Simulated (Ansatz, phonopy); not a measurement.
# CaO (Lime, Fm-3m): phonons against volume, part 3 of 3

Which modes of CaO (Lime) drive its thermal expansion?

What experiment has found for this phase:
- heat capacity C_P per formula unit 42.2 J/mol/K and bulk modulus 113 GPa near room temperature (given in “High-Throughput Prediction of Finite-Temperature Properties using the Quasi-Harmonic Approximation”, 2016, arXiv:1603.06924)

Ansatz 0.2.0; DFT LDA, scalar-relativistic, plane waves, PAW.

So far. Step 8 (Single point at a scaled cell, V/V0 0.985): The run ends at a pressure of 2.00 GPa. Step 9 (Lattice dynamics at this volume, V/V0 0.985): No mode is imaginary beyond numerical noise at the solved wavevectors. The highest zone-centre mode (no LO–TO term) moved by +3.8 % for a volume change of -1.5 %.

### Step 10. A cell at another volume, V/V0 1.03

Symmetry fixes every atom, so a single point at the scaled cell gives the energy and pressure of this member.

The cell differs from the one that the last finished run ended in (a 3.312 → 3.362 Å, b 3.312 → 3.362 Å, c 3.312 → 3.362 Å).

input.yaml reads:

```yaml
crystal:
  lattice:
    - [0.0, 2.3772588917, 2.3772588917]
    - [2.3772588917, 0.0, 2.3772588917]
    - [2.3772588917, 2.3772588917, 0.0]
  atoms:
    - { symbol: Ca, position: [0.0, 0.0, 0.0] }
    - { symbol: O, position: [0.5, 0.5, 0.5] }
kpoints:
  mp_grid: { grid: [8, 8, 8] }
hamiltonian:
  xc: lda
scf:
  occupations: { method: fixed }
output:
  forces: true
  stress: true
  eigenvalues: true
```

Started as:

```sh
$ ansatz run input.yaml --threads 4 --pin off --max-ram 16384MiB --backend cpu --events-out ev --progress --plain --runs-dir out
```

Numbers of over 12 decimals in the logs are rounded to 6 here.

Output:

```text
[...]
Crystal: 2 atoms, lattice volume = 26.869 Å³
Basis set: ecut = 420 eV, 531 PW (Γ)
Bands: 12, of which v1, the nominal top of the filled ones, is band 8 counted from 1 (7 counted from 0)
Symmetry: 48 space group operations
[...]
k-points: 29 of 512
[...]
--- Band table (eV; the first three rows and the last of 29) ---
  k-point 0: bands = [... 4 lower, -7.6196, 7.6510, 7.6510, 7.6510, 12.4854, 13.8546, 13.8546, 13.8546]
  k-point 1: bands = [... 4 lower, -7.3532, 7.0918, 7.4243, 7.4243, 13.1773, 13.8130, 14.1348, 14.1348]
  k-point 2: bands = [... 4 lower, -6.8326, 6.0422, 6.9426, 6.9426, 13.8867, 14.6514, 14.8725, 14.8725]
  k-point 28: bands = [... 4 lower, -6.9048, 6.2929, 6.5791, 6.5791, 13.9531, 13.9531, 16.2587, 17.4183]
[key lines of the parts left out:]
SCF converged after 6 iterations
Free energy (F): -2331.630483 eV
Fermi energy:    7.651012 eV
P = ⅓ Tr σ = -3.5755 GPa (-35.755 kbar)
```

Elapsed: 0.27 s, on 4 threads of Intel Xeon Platinum 8488C (Sapphire Rapids), shared host; peak memory 0.32 GiB.

The run ends at a pressure of -3.58 GPa.

### Step 11. Lattice dynamics at this volume, V/V0 1.03

Phonons at this volume give one point of F(V, T); meshes stay fixed along the series.

input.yaml, the sections that differ from step 10:

```yaml
output:
  eigenvalues: true
phonons:
  method: dfpt
  dielectric: true
  rigid_motions: translations
  qmesh: [4, 4, 4]
  temperatures: { t_max: 1000, t_step: 50 }
  qpath:
    path:
      - [[0.0, 0.0, 0.0], [0.5, 0.0, 0.5], [0.625, 0.25, 0.625]]
      - [[0.375, 0.375, 0.75], [0.0, 0.0, 0.0], [0.5, 0.5, 0.5], [0.5, 0.25, 0.75], [0.5, 0.0, 0.5]]
    npoints: 10
# crystal, kpoints, hamiltonian, scf: as in step 10
```

Output:

```text
[...]
Crystal: 2 atoms, lattice volume = 26.869 Å³
Basis set: ecut = 420 eV, 531 PW (Γ), exchange–correlation on 48×48×48 points (8 copies of the dense FFT grid, shifted against one another)
Bands: 12, of which v1, the nominal top of the filled ones, is band 8 counted from 1 (7 counted from 0)
Symmetry: 48 space group operations
k-points: 59 of 512 (irreducible under 8 space group operations, time reversal used)
[...]
optical modes at Γ + LO–TO along q̂ = [0.0000, 1.0000, 0.0000]:
      ω (cm⁻¹)  modes    IR ((D/Å)²/amu)
        268.57      2            22.5239
        550.97      1            11.2620
  optical modes at Γ + LO–TO along q̂ = [0.0000, 0.0000, 1.0000]:
      ω (cm⁻¹)  modes    IR ((D/Å)²/amu)
        268.57      2            22.5239
        550.97      1            11.2620
--- Phonons (arbitrary-q DFPT): 8 irreducible q on the 4×4×4 mesh ---
[...]
interpolated dispersion: 63 rows × 6 modes
[...]
[key lines of the parts left out:]
SCF converged after 8 iterations
Free energy (F): -2331.630484 eV
Fermi energy:    7.650941 eV
```

It took 27 s on 4 threads; peak memory 0.74 GiB.

No mode is imaginary beyond numerical noise at the solved wavevectors. The highest zone-centre mode (no LO–TO term) moved by -7.5 % for a volume change of +3.0 %.

### Step 12. A cell at another volume, V/V0 0.97

Symmetry fixes every atom, so a single point at the scaled cell gives the energy and pressure of this member.

The cell differs from the one that the last finished run ended in (a 3.362 → 3.295 Å, b 3.362 → 3.295 Å, c 3.362 → 3.295 Å).

input.yaml, the sections that differ from step 11:

```yaml
crystal:
  lattice:
    - [0.0, 2.3301720231, 2.3301720231]
    - [2.3301720231, 0.0, 2.3301720231]
    - [2.3301720231, 2.3301720231, 0.0]
  atoms:
    - { symbol: Ca, position: [0.0, 0.0, 0.0] }
    - { symbol: O, position: [0.5, 0.5, 0.5] }
output:
  forces: true
  stress: true
  eigenvalues: true
# kpoints, hamiltonian, scf: as in step 11
# phonons: removed
```

Output:

```text
[...]
Crystal: 2 atoms, lattice volume = 25.304 Å³
Basis set: ecut = 420 eV, 531 PW (Γ)
Bands: 12, of which v1, the nominal top of the filled ones, is band 8 counted from 1 (7 counted from 0)
Symmetry: 48 space group operations
[...]
k-points: 29 of 512
[...]
--- Band table (eV; the first three rows and the last of 29) ---
  k-point 0: bands = [... 4 lower, -7.0246, 8.3609, 8.3609, 8.3609, 13.7202, 14.6963, 14.6963, 14.6963]
  k-point 1: bands = [... 4 lower, -6.6723, 7.7841, 8.1088, 8.1088, 14.4073, 14.6731, 14.9978, 14.9978]
  k-point 2: bands = [... 4 lower, -6.0385, 6.6808, 7.5765, 7.5765, 14.7668, 15.7938, 15.7938, 15.9166]
  k-point 28: bands = [... 4 lower, -6.1732, 6.9025, 7.3024, 7.3024, 14.8359, 14.8359, 17.4048, 18.5417]
[key lines of the parts left out:]
SCF converged after 6 iterations
Free energy (F): -2331.629649 eV
Fermi energy:    8.360907 eV
P = ⅓ Tr σ = 4.1861 GPa (41.861 kbar)
```

Wall time 0.25 s (4 threads); peak memory 0.32 GiB.

The run ends at a pressure of 4.19 GPa.

### Step 13. Lattice dynamics at this volume, V/V0 0.97

The same q-mesh and k-mesh are kept at every volume, so that much of their error can cancel in the differences.

input.yaml, the sections that differ from step 12:

```yaml
output:
  eigenvalues: true
phonons:
  method: dfpt
  dielectric: true
  rigid_motions: translations
  qmesh: [4, 4, 4]
  temperatures: { t_max: 1000, t_step: 50 }
  qpath:
    path:
      - [[0.0, 0.0, 0.0], [0.5, 0.0, 0.5], [0.625, 0.25, 0.625]]
      - [[0.375, 0.375, 0.75], [0.0, 0.0, 0.0], [0.5, 0.5, 0.5], [0.5, 0.25, 0.75], [0.5, 0.0, 0.5]]
    npoints: 10
# crystal, kpoints, hamiltonian, scf: as in step 12
```

Output:

```text
[...]
Crystal: 2 atoms, lattice volume = 25.304 Å³
Basis set: ecut = 420 eV, 531 PW (Γ), exchange–correlation on 48×48×48 points (8 copies of the dense FFT grid, shifted against one another)
Bands: 12, of which v1, the nominal top of the filled ones, is band 8 counted from 1 (7 counted from 0)
Symmetry: 48 space group operations
k-points: 59 of 512 (irreducible under 8 space group operations, time reversal used)
[...]
optical modes at Γ + LO–TO along q̂ = [0.0000, 1.0000, 0.0000]:
      ω (cm⁻¹)  modes    IR ((D/Å)²/amu)
        312.72      2            23.0178
        588.56      1            11.5089
  optical modes at Γ + LO–TO along q̂ = [0.0000, 0.0000, 1.0000]:
      ω (cm⁻¹)  modes    IR ((D/Å)²/amu)
        312.72      2            23.0178
        588.56      1            11.5089
--- Phonons (arbitrary-q DFPT): 8 irreducible q on the 4×4×4 mesh ---
[...]
interpolated dispersion: 63 rows × 6 modes
[...]
[key lines of the parts left out:]
SCF converged after 7 iterations
Free energy (F): -2331.629650 eV
Fermi energy:    8.360904 eV
```

It took 23 s on 4 threads; peak memory 0.7 GiB.

LO-TO term included. The phonon branches at the labelled points (cm⁻¹):

```csv
point,branch 1,branch 2,branch 3,branch 4,branch 5,branch 6
Γ,0,0,0,313,313,589
X,205,205,330,338,338,402
U,218,290,307,339,385,406
jump to K,218,290,307,339,385,406
Γ,0,0,0,313,313,589
L,202,202,343,343,396,503
W,263,284,284,371,371,390
X,205,205,330,338,338,402
```

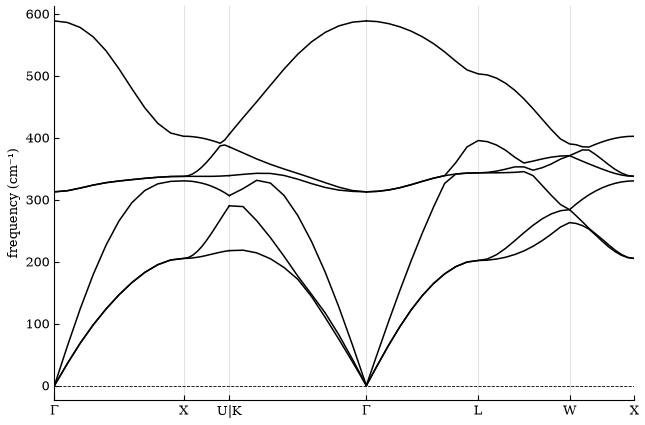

Phonon branches along the path.

No mode is imaginary beyond numerical noise at the solved wavevectors. The highest zone-centre mode (no LO–TO term) moved by +7.7 % for a volume change of -3.0 %.

### Step 14. Single point at a scaled cell, V/V0 1.05

Symmetry fixes every atom, so a single point at the scaled cell gives the energy and pressure of this member.

The cell differs from the one that the last finished run ended in (a 3.295 → 3.384 Å, b 3.295 → 3.384 Å, c 3.295 → 3.384 Å).

input.yaml, the sections that differ from step 13:

```yaml
crystal:
  lattice:
    - [0.0, 2.3925471504, 2.3925471504]
    - [2.3925471504, 0.0, 2.3925471504]
    - [2.3925471504, 2.3925471504, 0.0]
  atoms:
    - { symbol: Ca, position: [0.0, 0.0, 0.0] }
    - { symbol: O, position: [0.5, 0.5, 0.5] }
output:
  forces: true
  stress: true
  eigenvalues: true
# kpoints, hamiltonian, scf: as in step 13
# phonons: removed
```

Output:

```text
[...]
Crystal: 2 atoms, lattice volume = 27.391 Å³
Basis set: ecut = 420 eV, 531 PW (Γ)
Bands: 12, of which v1, the nominal top of the filled ones, is band 8 counted from 1 (7 counted from 0)
Symmetry: 48 space group operations
[...]
k-points: 29 of 512
[...]
--- Band table (eV; the first three rows and the last of 29) ---
  k-point 0: bands = [... 4 lower, -7.8005, 7.4336, 7.4336, 7.4336, 12.1074, 13.5923, 13.5923, 13.5923]
  k-point 1: bands = [... 4 lower, -7.5566, 6.8797, 7.2145, 7.2145, 12.7974, 13.5484, 13.8658, 13.8658]
  k-point 2: bands = [... 4 lower, -7.0694, 5.8467, 6.7474, 6.7474, 13.6116, 14.2644, 14.5856, 14.5856]
  k-point 28: bands = [... 4 lower, -7.1241, 6.1063, 6.3600, 6.3600, 13.6787, 13.6787, 15.9044, 17.0694]
[key lines of the parts left out:]
SCF converged after 6 iterations
Free energy (F): -2331.615683 eV
Fermi energy:    7.433583 eV
P = ⅓ Tr σ = -5.6540 GPa (-56.540 kbar)
```

It took 0.27 s on 4 threads; peak memory 0.32 GiB.

The run ends at a pressure of -5.65 GPa.

### Step 15. Phonons, V/V0 1.05

Phonons at this volume give one point of F(V, T); meshes stay fixed along the series.

input.yaml, the sections that differ from step 14:

```yaml
output:
  eigenvalues: true
phonons:
  method: dfpt
  dielectric: true
  rigid_motions: translations
  qmesh: [4, 4, 4]
  temperatures: { t_max: 1000, t_step: 50 }
  qpath:
    path:
      - [[0.0, 0.0, 0.0], [0.5, 0.0, 0.5], [0.625, 0.25, 0.625]]
      - [[0.375, 0.375, 0.75], [0.0, 0.0, 0.0], [0.5, 0.5, 0.5], [0.5, 0.25, 0.75], [0.5, 0.0, 0.5]]
    npoints: 10
# crystal, kpoints, hamiltonian, scf: as in step 14
```

Output:

```text
[...]
Crystal: 2 atoms, lattice volume = 27.391 Å³
Basis set: ecut = 420 eV, 531 PW (Γ), exchange–correlation on 48×48×48 points (8 copies of the dense FFT grid, shifted against one another)
Bands: 12, of which v1, the nominal top of the filled ones, is band 8 counted from 1 (7 counted from 0)
Symmetry: 48 space group operations
k-points: 59 of 512 (irreducible under 8 space group operations, time reversal used)
[...]
optical modes at Γ + LO–TO along q̂ = [0.0000, 1.0000, 0.0000]:
      ω (cm⁻¹)  modes    IR ((D/Å)²/amu)
        254.26      2            22.3974
        539.43      1            11.1987
  optical modes at Γ + LO–TO along q̂ = [0.0000, 0.0000, 1.0000]:
      ω (cm⁻¹)  modes    IR ((D/Å)²/amu)
        254.26      2            22.3974
        539.43      1            11.1987
--- Phonons (arbitrary-q DFPT): 8 irreducible q on the 4×4×4 mesh ---
[...]
interpolated dispersion: 63 rows × 6 modes
[...]
[key lines of the parts left out:]
SCF converged after 8 iterations
Free energy (F): -2331.615683 eV
Fermi energy:    7.433364 eV
```

Wall time 27 s (4 threads); peak memory 0.75 GiB; 99 s of CPU time.

LO-TO term included. The phonon branches at the labelled points (cm⁻¹):

```csv
point,branch 1,branch 2,branch 3,branch 4,branch 5,branch 6
Γ,0,0,0,254,254,539
X,202,202,275,279,279,383
U,197,263,265,288,356,360
jump to K,197,263,265,288,356,360
Γ,0,0,0,254,254,539
L,170,170,294,294,365,460
W,232,253,253,332,332,345
X,202,202,275,279,279,383
```

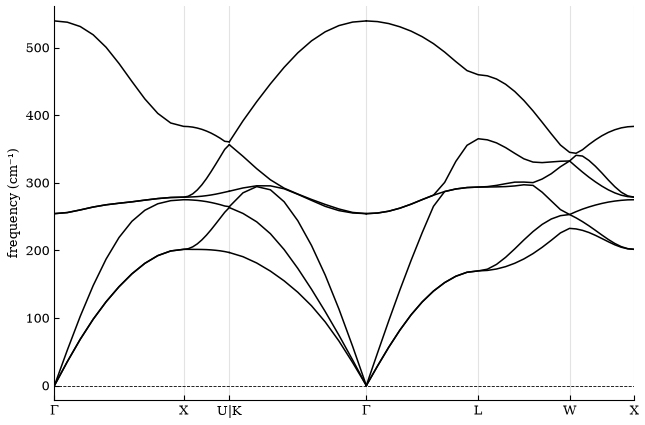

Phonon branches along the path.

No mode is imaginary beyond numerical noise at the solved wavevectors. The highest zone-centre mode (no LO–TO term) moved by -12.4 % for a volume change of +5.0 %.

### Step 16. Mode Grüneisen parameters

This step: DFT LDA, scalar-relativistic, plane waves, PAW (phonopy 4.10.0).

Numbers from this step:

```
share of modes with a negative Grüneisen parameter : 0.004
```

Mean Grüneisen, by row:

```csv
T (K),heat-capacity-weighted mean,root mean square
50,1.353,1.533
100,1.51,1.637
200,1.549,1.657
300,1.548,1.652
500,1.544,1.647
800,1.542,1.644
```

The mean mode Grueneisen parameter by wavenumber:

```csv
wavenumber (cm⁻¹),mean mode Grueneisen parameter
10,-
66,1.21
123,1.07
199,1.43
256,1.29
313,2.06
369,1.13
445,1.05
502,1.04
559,1.08
```

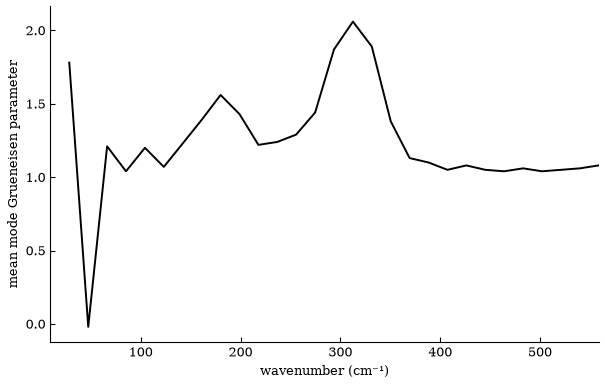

Mean mode Grueneisen parameter, plotted against wavenumber.

Volume series, by row:

```csv
V/V0,V (Å³/atom),pressure (GPa),E - E0 (meV/atom),gap (eV),zero-point energy (meV/atom),lowest on the path (cm⁻¹),highest at Gamma without the LO-TO term (cm⁻¹)
0.97,12.65,4.186,5.059,3.426,58.53,0,312.7
0.985,12.85,2.003,1.301,3.439,57.22,0,301.5
1,13.04,-0.007,0,3.451,55.92,0,290.4
1.015,13.24,-1.863,1.222,3.461,54.65,0,279.4
1.03,13.43,-3.575,4.642,3.47,53.41,0,268.6
1.05,13.7,-5.654,12.04,3.48,51.77,0,254.3
```

Optical frequency at Gamma without the LO-TO term, mode 4 against V/V0:

```csv
V/V0,"optical frequency at Gamma without the LO-TO term, mode 4 (cm⁻¹)"
0.9700,313
0.9850,301
1.0000,290
1.0150,279
1.0300,269
1.0500,254
```

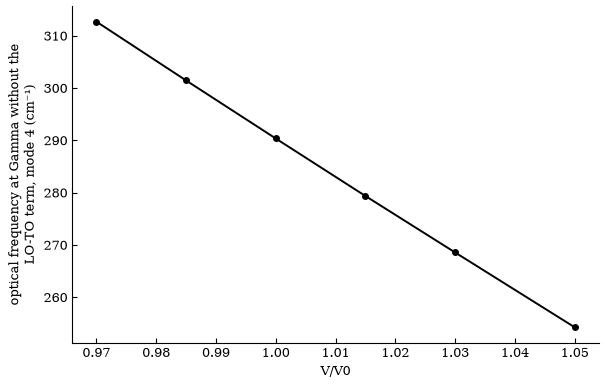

Optical frequency at Gamma without the LO-TO term, mode 4 against V/V0.

Grüneisen at points, by row:

```csv
point,branch,frequency (cm⁻¹),mode Grüneisen parameter
Γ,4,290.4,2.54
Γ,6,569.2,1.1
X,1,205.1,0.13
X,3,311.4,2.2
X,4,314.3,2.41
X,6,393.2,0.64
U,1,210.7,1.18
U,2,281,1.11
U,3,293.3,1.75
U,4,318.3,2.09
U,5,371.2,1.06
U,6,387.3,1.51
K,1,210.7,1.18
K,2,281,1.11
K,3,293.3,1.75
K,4,318.3,2.09
K,5,371.2,1.06
K,6,387.3,1.51
L,1,189.4,2.16
L,3,324,1.95
L,5,383.5,1.01
L,6,486.1,1.13
W,1,251,1.55
W,2,275.6,1.25
W,4,353,1.51
W,6,372.4,1.54
```

### Step 17. Quasi-harmonic fit by phonopy

This step gave:

* volume expansion coefficient at 300 K: 35.16 1e-6/K
* isothermal bulk modulus at 300 K: 119.3 GPa
* C_P at 300 K: 21.33 J/mol-atom/K
* Grüneisen parameter at 300 K: 1.592

Table of energy (each curve on its own zero) by volume; values in meV/atom:

```csv
volume (Å³/atom),static,F at 0 K,F at 300 K,F at 1300 K
12.652,5.06,8.34,10.4,25.1
12.848,1.3,3.27,4.6,13.7
13.043,0,0.67,1.2,4.57
13.239,1.22,0.62,0.3,-2.11
13.435,4.64,2.8,1.6,-6.68
13.696,12.0,8.56,6.12,-10.2
```

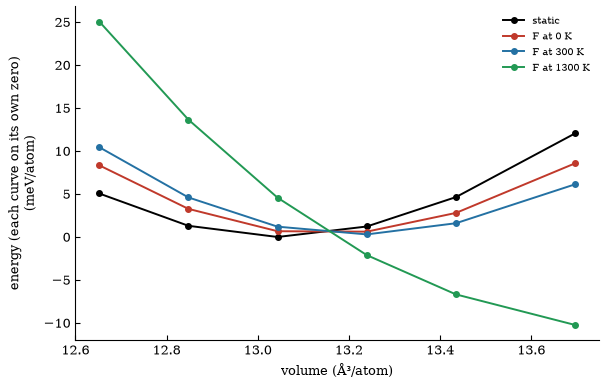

Energy (each curve on its own zero) against volume.

Phonopy-qha, vinet fit of F(V) at each temperature; no electronic free energy. Qha vinet, by row:

```csv
T (K),fitted volume (Å³/atom),alpha_V (1e-6/K),B_T (GPa),C_P (J/mol-atom/K),Grueneisen
100,13.15,12.08,125,7.684,1.542
150,13.16,21.64,123.9,13.55,1.571
200,13.18,28.04,122.5,17.38,1.582
250,13.2,32.24,120.9,19.77,1.587
300,13.22,35.16,119.3,21.33,1.592
350,13.25,37.36,117.5,22.4,1.597
400,13.27,39.14,115.8,23.17,1.602
450,13.3,40.67,113.9,23.75,1.609
500,13.32,42.05,112.1,24.22,1.615
550,13.35,43.35,110.2,24.6,1.622
600,13.38,44.61,108.2,24.93,1.63
650,13.41,45.86,106.3,25.21,1.638
700,13.44,47.12,104.3,25.48,1.646
750,13.48,48.41,102.2,25.73,1.655
800,13.51,49.73,100.2,25.97,1.665
850,13.54,51.11,98.08,26.2,1.674
```

The volume expansion coefficient, phonopy-qha, Vinet by temperature:

```csv
temperature (K),"volume expansion coefficient, phonopy-qha, Vinet (1e-6/K)"
100,12.1
200,28.0
300,35.2
400,39.1
500,42.0
600,44.6
700,47.1
800,49.7
```

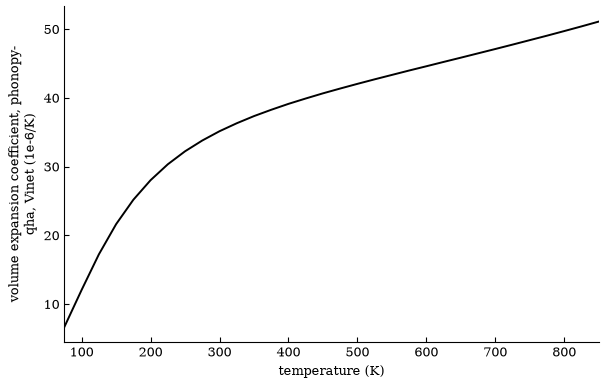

Volume expansion coefficient, phonopy-qha, Vinet against temperature.

The fit gives a volume expansion of 35.2 × 10⁻⁶/K at 300 K.

### Step 18. Results

| Item | Value |
| --- | --- |
| volume expansion coefficient at 300 K | 35.16 1e-6/K |
| isothermal bulk modulus at 300 K | 119.3 GPa |
| C_P at 300 K | 21.33 J/mol-atom/K |
| Grüneisen parameter at 300 K | 1.592 |
| mean mode Grüneisen parameter at 300 K | 1.55 |

What this shows: Near room temperature CaO (Lime) expands by 35.2 × 10⁻⁶/K in volume by LDA, with C_P = 21.3 J/(mol K) per mole of atoms and B_T = 119 GPa. The table stops at 850 K because beyond it the fitted volume comes within 1 % of the largest computed cell, where the fit loses its support. C_P at room temperature is 86 % of the classical 3R an atom, so the stiffest modes are still partly frozen out. A measured bulk modulus near room temperature is 113 GPa (arXiv:1603.06924); the calculated 119 GPa differs by +6 %. The table does not say whether its value is isothermal or adiabatic. A measured heat capacity per formula unit near room temperature is 42.2 J/mol/K (arXiv:1603.06924); the calculated 42.7 J/mol/K differs by +1 %. The heat-capacity-weighted Grüneisen parameter goes from 1.35 at 50 K to 1.54 at 800 K. Weighting γ by the density of states and each mode's heat capacity at 300 K, modes below 190 cm⁻¹ give about 13 % of the sum of γC that drives the expansion, those up to 380 cm⁻¹ 78 % and the rest 9 %. Among the labelled points γ is largest for branch 4 at Γ (290 cm⁻¹, 2.5) and smallest for branch 1 at X (205 cm⁻¹, 0.13). The PAW files were made for PBE and are used here under another functional, for which the program regenerates the frozen cores.

[Logs are printed without paths, hosts, clocks, repeated set-up lines and the standing remarks that a program may print on its own settings, such as how far it seeks lower states.]

[Hosts, paths, dates, database ids (printed as entryN), source tags and the programs' standing remarks are cut or masked in the printed files.]

[A step with changed settings may run another functional than the one named; its input shows which.]

[Of the runs on displaced cells, only some may be shown.]
